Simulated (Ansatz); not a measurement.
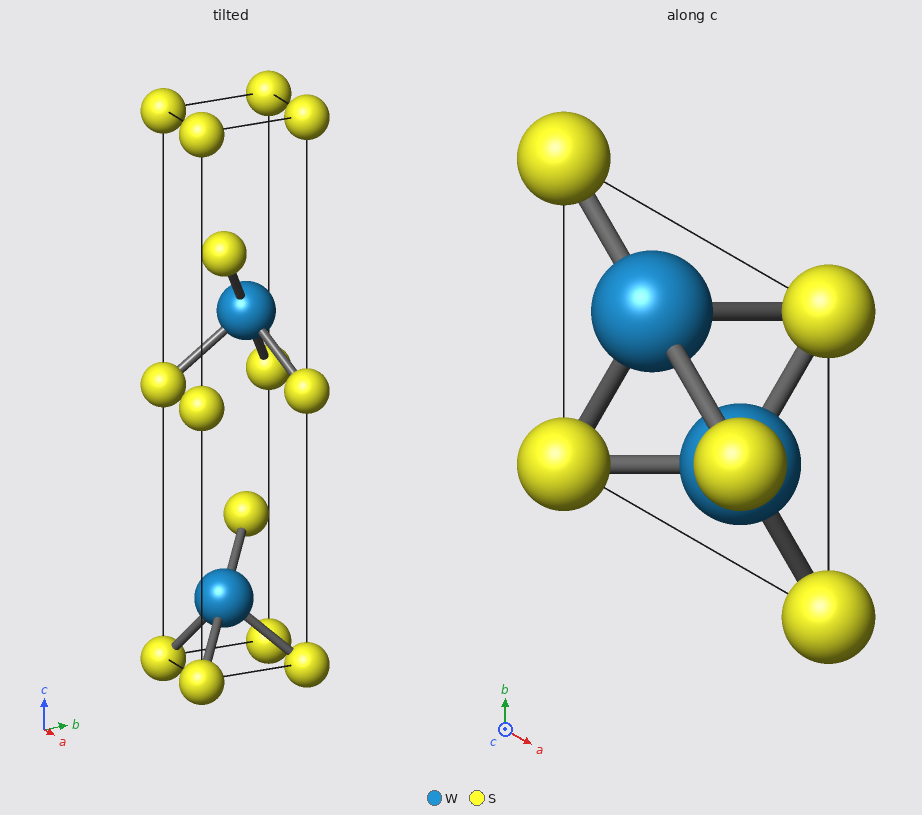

Ball-and-stick drawing of the structure, looking slightly off an axis and along the c axis. The conventional unit cell is outlined; an atom on or near a face, edge or corner is repeated at each equivalent position.

WS2, space group P6_3mc (No. 186), a = 3.22 Å, b = 3.22 Å, c = 12.02 Å, α = 90.00°, β = 90.00°, γ = 120.00°.

Run with DFT, r2SCAN+rVV10, plane waves, PAW (Ansatz) and these settings: wavefunction cutoff 500 eV, the zone sampled with 12×12×4 points, Fermi-Dirac smearing of 0.03 eV, no spin polarisation.

**What does the calculation say: metal or gapped?**

A metal: bands cross the Fermi level.

**Under what pressure is the structure?**

The computed pressure is 0.0 GPa, close to zero.

Starting structure: a structure type filled with these elements by a generator (whether the compound takes this form wasn't checked). Earlier steps of the study may have refined or changed the cell and positions. A calculation with Ansatz used it as input.
